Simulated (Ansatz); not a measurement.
Consider SiO₂.

The calculation's input:

```
crystal:
  lattice:
    - [0.0, 2.28990217, 2.28990217]
    - [2.28990217, 0.0, 2.28990217]
    - [2.28990217, 2.28990217, 0.0]
  atoms:
    - { symbol: Si, position: [0.0, 0.0, 0.0] }
    - { symbol: O, position: [0.25, 0.25, 0.25] }
    - { symbol: O, position: [0.75, 0.75, 0.75] }
basis:
  ecutwfc: 420
kpoints:
  mp_grid: { grid: [10, 10, 10] }
hamiltonian:
  xc: pbe
scf:
  occupations: { method: gaussian, width: 0.02 }
output:
  forces: true
  stress: true
  eigenvalues: true
  write_density: true
  write_potential: true
  elf: true
  volumetric_format: npy
relax:
  adjacent_minimum: "off"
  f_tol: 0.01
  max_steps: 60
  cell: { stress_tol: 0.1 }
```

Run with:

```sh
ansatz run input.yaml --threads 1 --pin off --max-ram 2560MiB --backend cpu --events-out ev --progress --plain --runs-dir out
```

Below, planes, directions and counts refer to the conventional cell (a = 4.58 Å, b = 4.58 Å, c = 4.58 Å, α = 90.00°, β = 90.00°, γ = 90.00°).

The fields are those of the relaxed geometry.

Space group Fm-3m; a structure from a database of computed crystals, not necessarily the ambient phase.

All numbers below come from DFT PBE, scalar-relativistic, plane waves, PAW (Ansatz).

**What will maps of the valence pseudo-density and electron localisation function show?**

Si–O (1.98 Å): ρ at the midpoint is about 0.62 e/Å³; the ELF peaks at about 0.85 between the atoms.

**Does the calculation give a band gap?**

It is gapped, with a Kohn–Sham gap of 1.8 eV on the k-point mesh (the band edges may lie off the mesh, which would make the gap smaller).

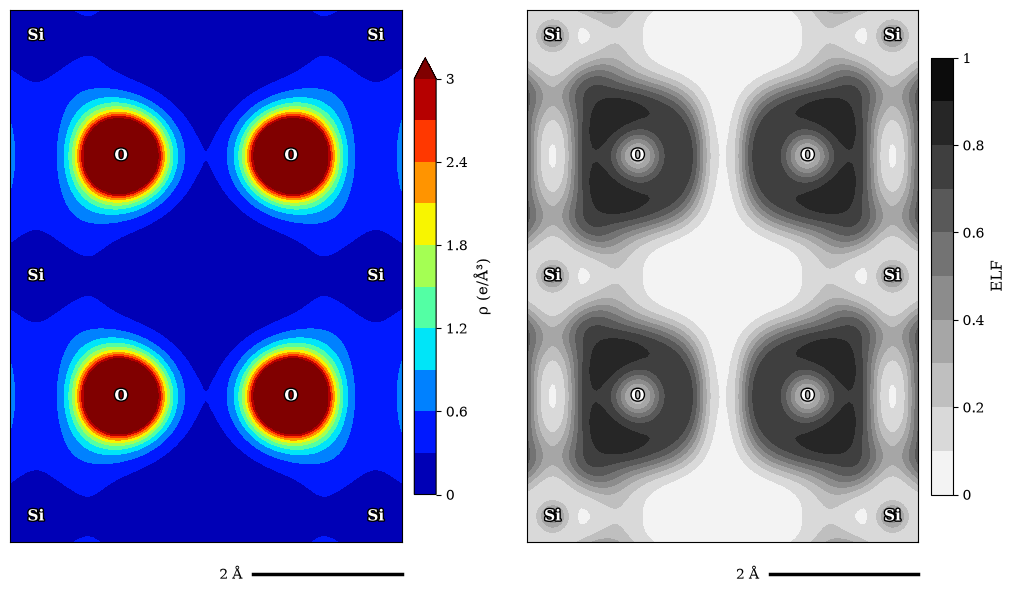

Computed valence pseudo-density and electron localisation function on the (110) plane of the conventional cell, in this order. 

In a PAW calculation such maps are meaningful between the atoms, not at the nuclei.
